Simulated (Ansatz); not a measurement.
# Pt9Se17 (cell with a defect): what the fields show

The calculation's input:

```
crystal:
  lattice:
    - [-5.6273392466, 3.2489458289, 6.501332904]
    - [0.0, -6.4978916577, 6.501332904]
    - [5.6273392466, 3.2489458289, 6.501332904]
  atoms:
    - { symbol: Pt, position: [0.6601924088, 0.6714985241, 0.6730108688] }
    - { symbol: Pt, position: [0.0, 0.3333333333, 0.6666666667] }
    - { symbol: Pt, position: [0.3333333333, 0.6666666667, 0.0] }
    - { symbol: Pt, position: [0.3267391894, -0.0006610751, 0.6662836052] }
    - { symbol: Pt, position: [0.6666666667, 0.3333333333, 0.0] }
    - { symbol: Pt, position: [0.0, 0.6666666667, 0.3333333333] }
    - { symbol: Pt, position: [0.0, 0.0, 0.0] }
    - { symbol: Pt, position: [0.3333333333, 0.3333333333, 0.3333333333] }
    - { symbol: Pt, position: [0.6649985095, -0.0032529943, 0.3282144172] }
    - { symbol: Se, position: [0.8218991393, 0.4885658059, 0.4885658059] }
    - { symbol: Se, position: [0.1552324726, 0.8218991393, 0.8218991393] }
    - { symbol: Se, position: [0.1552324726, 0.1552324726, 0.4885658059] }
    - { symbol: Se, position: [0.4885658059, 0.4885658059, 0.8218991393] }
    - { symbol: Se, position: [0.8218991393, 0.8218991393, 0.1552324726] }
    - { symbol: Se, position: [0.8218991393, 0.1552324726, 0.8218991393] }
    - { symbol: Se, position: [0.1552324726, 0.4885658059, 0.1552324726] }
    - { symbol: Se, position: [0.4885658059, 0.1552324726, 0.1552324726] }
    - { symbol: Se, position: [0.5114341941, 0.5114341941, 0.1781008607] }
    - { symbol: Se, position: [0.8447675274, 0.1781008607, 0.1781008607] }
    - { symbol: Se, position: [0.1781008607, 0.5114341941, 0.5114341941] }
    - { symbol: Se, position: [0.1781008607, 0.8447675274, 0.1781008607] }
    - { symbol: Se, position: [0.5114341941, 0.1781008607, 0.5114341941] }
    - { symbol: Se, position: [0.8447675274, 0.5114341941, 0.8447675274] }
    - { symbol: Se, position: [0.8447675274, 0.8447675274, 0.5114341941] }
    - { symbol: Se, position: [0.1781008607, 0.1781008607, 0.8447675274] }
    - { symbol: Se, position: [0.5114341941, 0.8447675274, 0.8447675274] }
  host:
    lattice:
      - [3.7515594977, 0.0, 0.0]
      - [-1.8757797489, 3.2489458289, 0.0]
      - [0.0, 0.0, 6.501332904]
    atoms:
      - { symbol: Pt, position: [0.0, 0.0, 0.0] }
      - { symbol: Se, position: [0.6666666667, 0.3333333333, 0.7990307511] }
      - { symbol: Se, position: [0.3333333333, 0.6666666667, 0.2009692489] }
basis:
  ecutwfc: 420
  xc_grid: 2
kpoints:
  mp_grid: { grid: [2, 2, 2], shift: [0.5, 0.5, 0.5] }
hamiltonian:
  xc: pbe
scf:
  occupations: { method: gaussian, width: 0.01 }
output:
  forces: true
  stress: false
  eigenvalues: true
  charged_corrections:
    defect_position: [0.48856581, 0.82189914, 0.48856581]
    epsilon: [[17.6831, 0.0, 0.0], [0.0, 17.6831, 0.0], [0.0, 0.0, 5.2381]]
  write_density: true
  write_potential: true
  elf: true
  volumetric_format: npy
relax:
  adjacent_minimum: "off"
  f_tol: 0.025
  max_steps: 45
```

Run with:

```sh
ansatz run input.yaml --threads 4 --pin off --max-ram 10240MiB --backend cpu --events-out ev --progress --plain --runs-dir out
```

The fields are those of the run's last geometry, not of the input's.

These are results of DFT PBE, scalar-relativistic, plane waves, PAW (Ansatz), not measurements.

In a PAW calculation such maps are meaningful between the atoms, not at the nuclei.

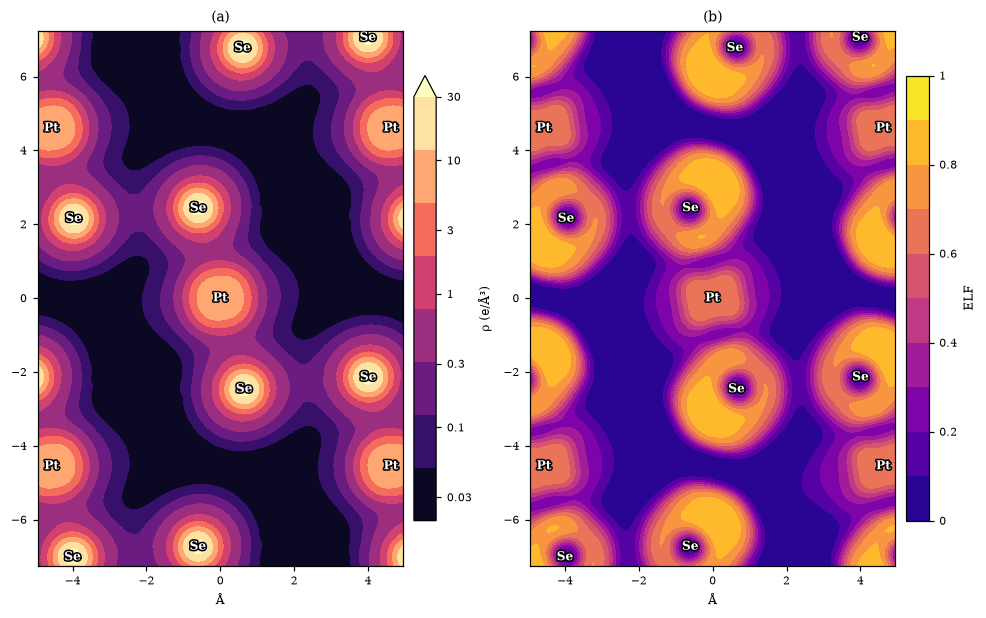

Figure 1. (a) valence electron density; (b) electron localisation function on the (101̄) plane of the calculation cell.

Q: Interpret the plot.

A:
- The section cuts through Pt and Se sites.
- Pt–Se (2.49 Å): the density is about 0.6 e/Å³ at the midpoint; the ELF is about 0.50 at the midpoint.
- Pt–Se (2.55 Å): the density is about 0.54 e/Å³ at the midpoint; the ELF is about 0.50 at the midpoint.
- The density dies away to nearly zero in the voids.
- The features right at Pt lie inside the PAW spheres, where the map follows smoothed inner orbitals and isn't to be read closely.

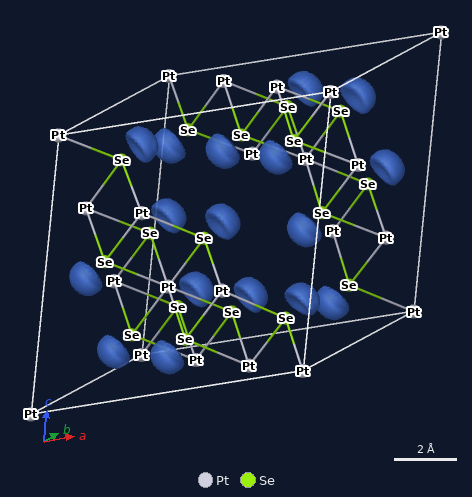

Figure 2. Isosurface of the electron localisation function at 0.85 (blue), seen slightly off an axis. Only the valence region is drawn (cores and ρ < 0.01 e/Å³ removed). Sticks mark near contacts.

Q: Where are the electrons localised?

A: The surface consists of 17 lobes on Se, pointing away from the bonds (lone pairs), counted in one cell of 26 atoms. Any copies at cell faces, edges or corners count once. Along the contacts the grid gives the following. Pt–Se (2.53 Å): the ELF is about 0.50 at the midpoint.

Q: Metal or insulator at this level of theory?

A: It is gapped, with a Kohn–Sham gap of 0.39 eV on the k-point mesh, an upper bound to the gap of this method.
